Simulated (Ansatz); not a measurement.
**Geometry relaxation of ZrO$_{2}$**

The run: geometry relaxation of ZrO$_{2}$ (Fm-3m, 3 atoms in the cell). Method and program: DFT, LDA, plane waves, PAW (Ansatz 0.2.0).

The structure derives from an entry of the Crystallography Open Database.

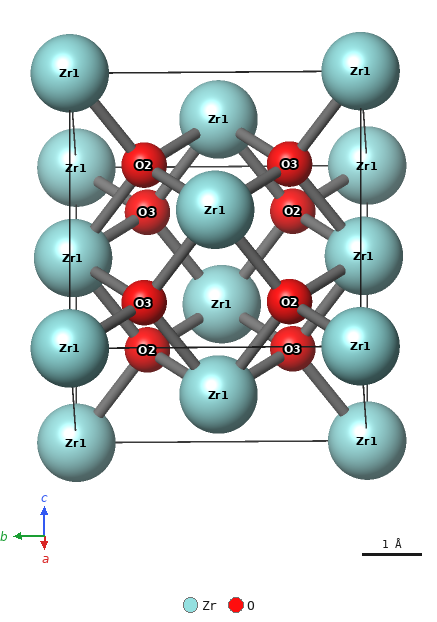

*The input geometry (ball-and-stick view of the cell 4 times as large as that of the calculation, set on its symmetry axes, seen at an oblique angle; atoms are numbered from 1 in the order of the input).*

### The input
```yaml
crystal:
  lattice:
    - [0.0, 2.504066496, 2.504066496]
    - [2.504066496, 0.0, 2.504066496]
    - [2.504066496, 2.504066496, 0.0]
  atoms:
    - { symbol: Zr, position: [0.0, 0.0, 0.0] }
    - { symbol: O, position: [0.25, 0.25, 0.25] }
    - { symbol: O, position: [0.75, 0.75, 0.75] }
basis:
  ecutwfc: 420
kpoints:
  mp_grid: { grid: [0, 8, 8] }
hamiltonian:
  xc: lda
scf:
  occupations: { method: fixed }
  max_iter: 100
output:
  forces: true
  eigenvalues: true
  stress: true
relax:
  adjacent_minimum: "off"
  f_tol: 0.001
  max_steps: 60
  cell: { stress_tol: 0.02, p_target: 8.0 }
```

Run on 1 thread of Intel Xeon (Granite Rapids), 192 GiB of memory available, shared host.

Launched with:
```bash
ansatz run input.yaml --threads 1 --pin off --max-ram 3072MiB --backend cpu --events-out ev --progress --plain --runs-dir out
```

### What the program printed
```
Error: invalid value for `kpoints.mp_grid.grid`: each dimension must be in 1..=255
```

### What the run reported

| quantity | value |
| --- | --- |
| outcome | refused by the program |
| space group (tolerance 0.01 Å) | Fm-3m (225) |

This input holds a deliberate fault: a mesh with a zero or a mesh and a spacing (`kpoints.mp_grid.grid`). The program refused the input: “invalid value for `kpoints.mp_grid.grid`: each dimension must be in 1..=255”
